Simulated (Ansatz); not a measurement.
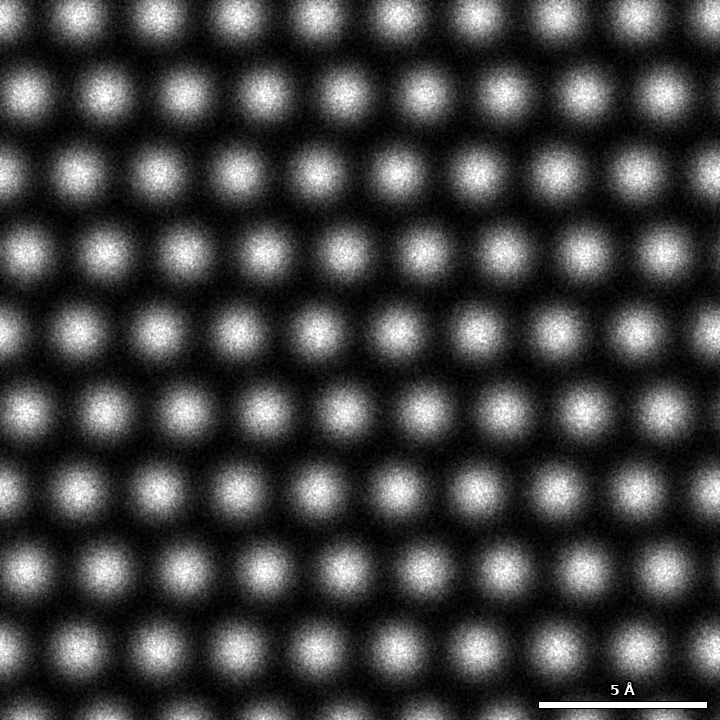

Z-contrast image of Pt. Simulation: incoherent imaging, intensity Z^1.7 per atom, probe width 1.17 Å, thin sample. Shot noise was added.

Measure the repeat of the pattern.

The pattern repeats on a rectangular net of 2.4 × 4.8 Å.

What is the plane group of the image?

p2mg: mirror lines in one direction, glide lines across them, twofold points on the glide lines.

How many columns does the smallest repeating cell hold, and how many levels of brightness?

2 columns in the primitive cell of 11.4 Å², all of one brightness.

The crystal is Pt (P6_3/mmc, No. 194) seen along [100]. Model: coordinates from a relaxation at fixed volume with DFT PBE, spin-orbit coupling, plane waves, PAW in Ansatz; the starting structure was generated, so it need not be a known form of this composition.
